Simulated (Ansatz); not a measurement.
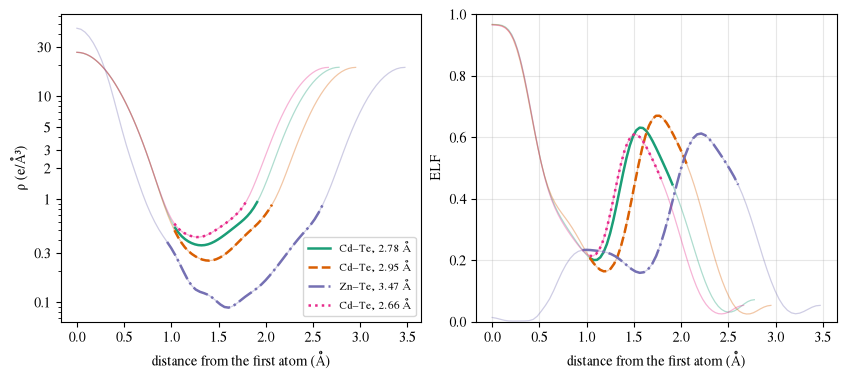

The picture shows: ZnCd₂Te₂ (slab). Valence charge density (pseudo) and electron localisation function along straight lines between neighbouring atoms. Thin, pale parts lie inside the atomic spheres.

A point of a scan over the structure, not its minimum; not relaxed (largest force 0.4 eV/Å); PAW files of the earlier set (soft_1).

Method: DFT LDA, scalar-relativistic, plane waves, PAW in Ansatz.

In a PAW calculation such maps are meaningful between the atoms, not at the nuclei.

What can be read from the curves?

Answer. Cd–Te (2.78 Å): the density is about 0.36 e/Å³ at the midpoint; the ELF is about 0.50 at the midpoint.
Cd–Te (2.95 Å): the density is about 0.26 e/Å³ at the midpoint; the ELF is about 0.40 at the midpoint and 0.15 at its lowest between the atoms.
Zn–Te (3.47 Å): the density is about 0.1 e/Å³ at the midpoint; the ELF peaks at about 0.60 in the valence shell of Te, 1.3 Å from its nucleus, and drops to about 0.15 between the two atoms.
Cd–Te (2.66 Å): the density is about 0.43 e/Å³ at the midpoint; the ELF is about 0.45 at the midpoint.
